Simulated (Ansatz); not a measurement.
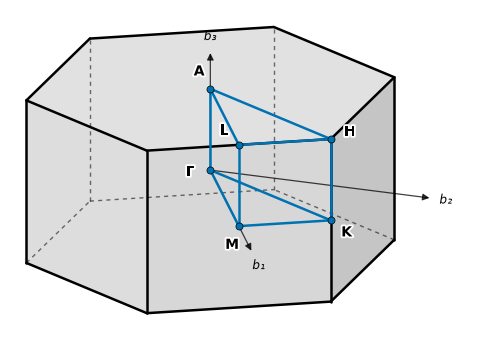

For ZnO, the end point of a relaxation with DFT, PBE, plane waves, PAW (Ansatz 0.2.0); the starting structure was generated, so it need not be a known form of this composition: the figure shows the first Brillouin zone with its special points and a band path. Geometry calculated from the standardised cell; symmetry tolerance 0.002 Å.

Labels and path follow the convention of Hinuma et al. (2017), as computed by seekpath; the arrows show the directions of the reciprocal primitive vectors b₁, b₂, b₃.

Question: Name the Bravais lattice of the crystal.

Answer: A primitive hexagonal lattice (hP; extended symbol hP2). The zone is a hexagonal prism in its combinatorial type: 8 faces (6 with 4 edges, 2 with 6 edges), 18 edges, 12 vertices.

Question: In which order does the conventional band path visit the special points?

Answer: Γ–M–K–Γ–A–L–H–A | L–M | H–K
